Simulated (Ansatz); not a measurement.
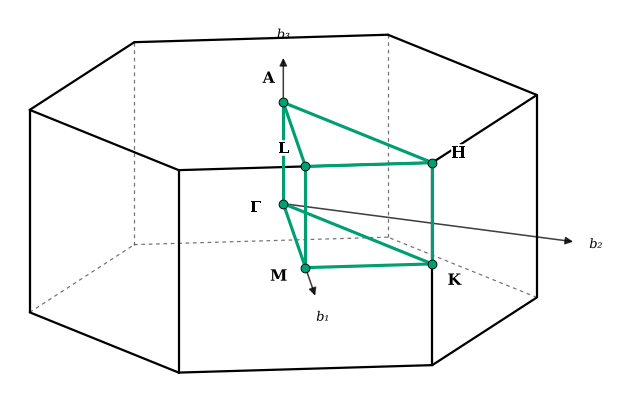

Crystal: HfN, coordinates from a relaxation with DFT PBE, scalar-relativistic, plane waves, PAW in Ansatz; the starting structure was generated, so it need not be a known form of this composition. The figure shows the first Brillouin zone with its special points and a band path. All values are computed from the atomic coordinates in the standard setting (tolerance 0.002 Å).

Labels and path follow the convention of Hinuma et al. (2017), as computed by seekpath; the arrows show the directions of the reciprocal primitive vectors b₁, b₂, b₃.

Which Bravais lattice has this zone?

A primitive hexagonal lattice (hP; extended symbol hP2). The zone is a hexagonal prism in its combinatorial type: 8 faces (6 with 4 edges, 2 with 6 edges), 18 edges, 12 vertices.

Write the standard path through the labelled points.

Γ–M–K–Γ–A–L–H–A | L–M | H–K
